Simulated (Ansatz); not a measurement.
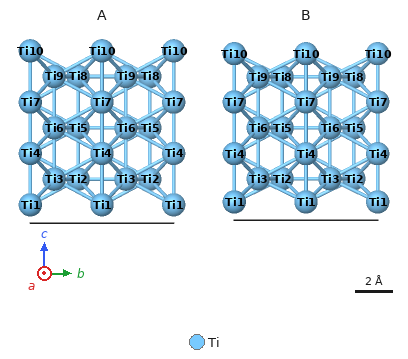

Two geometries of a slab of composition Ti (cut from the P6/mmm phase), drawn at one scale. One is the start of a relaxation, the other its converged end. Style: ball-and-stick. Shown: the 2 × 2 repeat of the cell, outlined in the plane, without the vacuum, along the a axis.

These are results of DFT PBEsol, scalar-relativistic, plane waves, PAW in Ansatz, not measurements. (plane-wave cutoff 420 eV; k-point mesh 9 × 9 × 1; occupations gaussian; smearing width 0.1 eV; no spin polarisation; dipole correction; atoms relaxed in a fixed cell; force threshold 0.02 eV/Å; at most 60 steps)

Q: Which one is relaxed?

A: Structure B is the relaxed one. Case: (0 0 1) slab, atoms relaxed. The slab is the (0 0 1) face of Ti. The largest moves relative to the layer's centre, 0.16 Å, are those of Ti1 and Ti10. Ti10 goes along the normal (−c). The cell doesn't change. Among the contacts that change: Ti1–Ti4 2.799 → 2.627 Å, Ti1–Ti2 2.959 → 2.898 Å, Ti4–Ti7 2.799 → 2.827 Å, Ti2–Ti5 2.799 → 2.775 Å. After 3 geometry steps the energy has fallen by 0.193 eV per cell of the calculation. The largest force component goes from 1.2 to 0.0043 eV/Å.
